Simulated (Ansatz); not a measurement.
# A series of single points on As

System: As (Cmce, 4 atoms in the cell).
Method: Kohn-Sham DFT of a periodic cell, PBE, Ansatz PAW, no spin polarisation (Ansatz 0.2.0).

The 6 runs differ only in the geometry, by an even scaling of the cell at fixed fractional positions. The structure derives from an entry of the Crystallography Open Database.

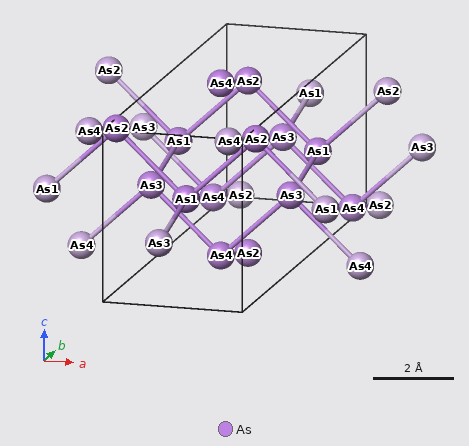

Figure 1. The structure of run 4 (ball-and-stick view of the cell 2 times as large as that of the calculation, set on its symmetry axes, seen slightly off an axis; neighbours outside the cell are drawn fainter; atoms are numbered from 1 in the order of the input).

## Input of run 4
```yaml
crystal:
  lattice:
    - [1.825, -5.5, 0.0]
    - [1.825, 5.5, 0.0]
    - [0.0, 0.0, 4.47]
  atoms:
    - { symbol: As, position: [0.39, 0.61, 0.56] }
    - { symbol: As, position: [0.89, 0.11, 0.94] }
    - { symbol: As, position: [0.61, 0.39, 0.44] }
    - { symbol: As, position: [0.11, 0.89, 0.06] }
hamiltonian:
  xc: pbe
  pseudopotentials: { kind: paw }
kpoints:
  mp_grid: { grid: [8, 8, 6] }
scf:
  occupations: { method: fermi_dirac, width: 0.05 }
output:
  forces: true
  stress: true
  eigenvalues: true
```

Command:
```bash
ansatz run input.yaml --threads 2 --pin off --max-ram 5120MiB --backend cpu --events-out ev --progress --plain --runs-dir out
```

Lattice vectors (Å) and fractional positions of run 4:
```
   1.825000   -5.500000    0.000000
   1.825000    5.500000    0.000000
   0.000000    0.000000    4.470000
As  0.390000  0.610000  0.560000
As  0.890000  0.110000  0.940000
As  0.610000  0.390000  0.440000
As  0.110000  0.890000  0.060000
```

Run 3 differs from it as follows:
```diff
-    - [1.825, -5.5, 0.0]
-    - [1.825, 5.5, 0.0]
-    - [0.0, 0.0, 4.47]
+    - [1.8127513088, -5.4630861361, 0.0]
+    - [1.8127513088, 5.4630861361, 0.0]
+    - [0.0, 0.0, 4.4399990961]
```

## Results, with one run withheld

| run | volume per atom (Å³) | free energy per atom, from the lowest run given (meV) | pressure (GPa) | gap on the mesh (eV) |
| --- | --- | --- | --- | --- |
| 1 | 21.088 | 54.26 | 8.27 | 0.00 |
| 2 | 21.536 | 33.86 | 6.33 | 0.00 |
| 3 | 21.985 | ? | ? | ? |
| 4 | 22.434 | 8.02 | 3.00 | 0.08 |
| 5 | 22.882 | 1.65 | 1.57 | 0.11 |
| 6 | 23.780 | 0.00 | −0.90 | 0.12 |

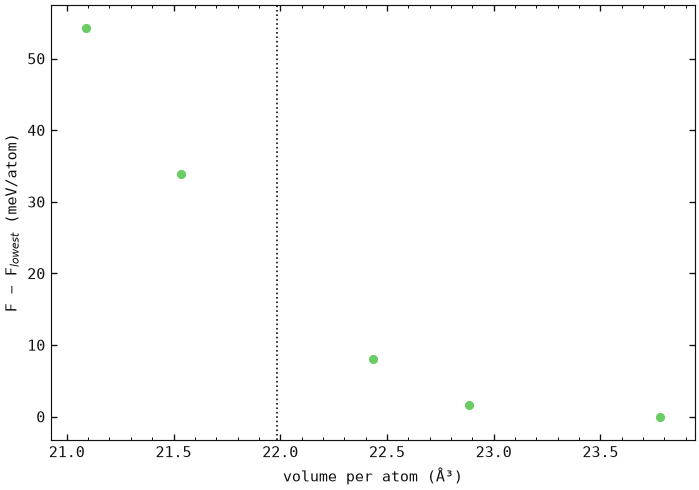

Figure 2. Free energy per atom of the runs given; the dotted line marks run 3.

Fit the runs given and predict run 3.

A cubic polynomial in V^(−2/3) (the Birch–Murnaghan form), fitted to the 5 runs given, misses them by at most 0.01 meV per atom. With x = V^(−2/3) − 0.12618 Å⁻², it reads F = 10.479 + 5658.8 x + 7.0096e+05 x² + 6.5972e+05 x³ (meV per atom). At run 3 it gives 18.60 meV per atom, and the run itself gives 18.61. The slope of the fit gives a pressure −dF/dV of 4.58 GPa there, and the run prints 4.59 GPa. The fit has its minimum at 23.432 Å³ per atom, where V d²F/dV² gives 62.8 GPa. Cell shape and fractional positions are held, so this is the stiffness under even scaling; the relaxed bulk modulus wasn't computed. The gap on the mesh lies between 0.00 eV (run 1) and 0.12 eV (run 6); run 3 has 0.04 eV. These are gaps of this functional on this mesh, which can miss the band edges; they aren't the measured gap.

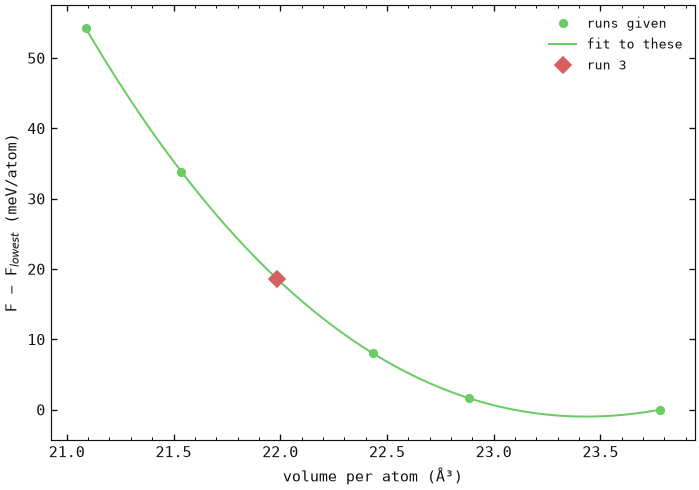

Figure 3. The fit and the withheld run.

## Output, shortened to warnings, some set-up lines, iterations and results (run 3)
```
Basis set: ecut = 420 eV, 1751 PW (Γ), exchange–correlation on 80×80×60 points (8 copies of the dense FFT grid, shifted against one another)
Symmetry: 8 space group operations
k-points: 84 of 384
Initial density: superposition of atomic densities (neutral atoms: chi_scale 0, normalization atom), corrected by the library's trained network
[...]
SCF iter   1: F=—  HF=-19424.378736 eV  |F-HF|=—  |Δ(HF+E_count)|=         —  Δρ=1.55e-3  dr2=2.76e-3  ethr=1.77e-3  ⟨swp⟩=6.1  Hψ=11642  notcnv=0
SCF iter   2: F=—  HF=-19424.378040 eV  |F-HF|=—  |Δ(HF+E_count)|=   6.96e-4  Δρ=1.04e-3  dr2=1.45e-3  ethr=4.60e-6  ⟨swp⟩=2.0  Hψ=5476  notcnv=0
SCF iter   3: F=—  HF=-19424.378094 eV  |F-HF|=—  |Δ(HF+E_count)|=   5.44e-5  Δρ=4.46e-4  dr2=4.68e-4  ethr=2.42e-6  ⟨swp⟩=3.0  Hψ=5614  notcnv=0
SCF iter   4: F=—  HF=-19424.378025 eV  |F-HF|=—  |Δ(HF+E_count)|=   6.91e-5  Δρ=2.38e-4  dr2=5.51e-5  ethr=7.80e-7  ⟨swp⟩=2.0  Hψ=3479  notcnv=0
SCF iter   5: F=—  HF=-19424.378029 eV  |F-HF|=—  |Δ(HF+E_count)|=   4.12e-6  Δρ=6.59e-5  dr2=6.94e-6  ethr=9.18e-8  ⟨swp⟩=2.0  Hψ=5453  notcnv=0
SCF iter   6: F=—  HF=-19424.378020 eV  |F-HF|=—  |Δ(HF+E_count)|=   9.16e-6  Δρ=3.09e-5  dr2=1.26e-6  ethr=1.16e-8  ⟨swp⟩=2.0  Hψ=5453  notcnv=0
SCF iter   7: F=—  HF=-19424.378020 eV  |F-HF|=—  |Δ(HF+E_count)|=   7.62e-7  Δρ=7.74e-6  dr2=6.97e-8  ethr=1.67e-10  ⟨swp⟩=5.4  Hψ=13920  notcnv=0
SCF iter   8: F=-19424.378020 eV  HF=-19424.378020 eV  |F-HF|=1.03e-9  |Δ(HF+E_count)|=   4.75e-8  Δρ=1.56e-6  dr2=3.63e-9  ethr=1.16e-10  ⟨swp⟩=4.0  Hψ=10870  notcnv=0
SCF 1 converged in 8 iterations: F = -19424.378020 eV  dr2 = 3.63e-9
SCF converged after 8 iterations
Free energy (F): -19424.378020 eV
Harris-Foulkes:  -19424.378020 eV  (|F-HF|=1.03e-9)
Internal energy: -19424.374998 eV  (E = F + TS)
E sigma→0 (E₀):  -19424.376509 eV
Entropy (-TS):   -0.003022 eV (-0.755 meV/atom)
Fermi energy:    10.199407 eV
--- Per-component energies (eV) ---
  E_band       = -952.412834
  E_kinetic    = 411.834566
  E_local      = -6937.193437  (includes V_loc(G=0)·N_el)
  E_nonlocal   = -2682.619993
  E_hartree    = 3820.802275
  E_xc         = -317.596949
  E_vxc        = -317.738935  (∫ρ·V_xc dr)
  E_paw        = -7338.565615  (= ΣΔE_a)
  E_vpaw       = 931.698192  (= ΣTr[D̂ρ^β])
  E_aug_tail   = 0.000030  (compensation charges beyond the density's cutoff)
  E_ewald      = -6381.035875
  E_smearing   = -0.003022  (= −TS)
  E_closure    = 0.000000  (closes the sum)
  Σ components = -19424.378020   (vs F -19424.378020, Δ=0.00e0)
--- Forces (eV/Å), atoms counted from 1 ---
  atom   1  As     0.00000000     0.24971004    -0.06198091
  atom   2  As     0.00000000     0.24971004     0.06198091
  atom   3  As     0.00000000    -0.24971004     0.06198091
  atom   4  As     0.00000000    -0.24971004    -0.06198091
  max |Σ_I F_I| component: 8.33e-17 eV/Å
--- Stress (GPa, compression-positive) ---
        5.664204       0.000000       0.000000
        0.000000       4.391368       0.000000
        0.000000       0.000000       3.702102
  P = ⅓ Tr σ = 4.5859 GPa (45.859 kbar)
```
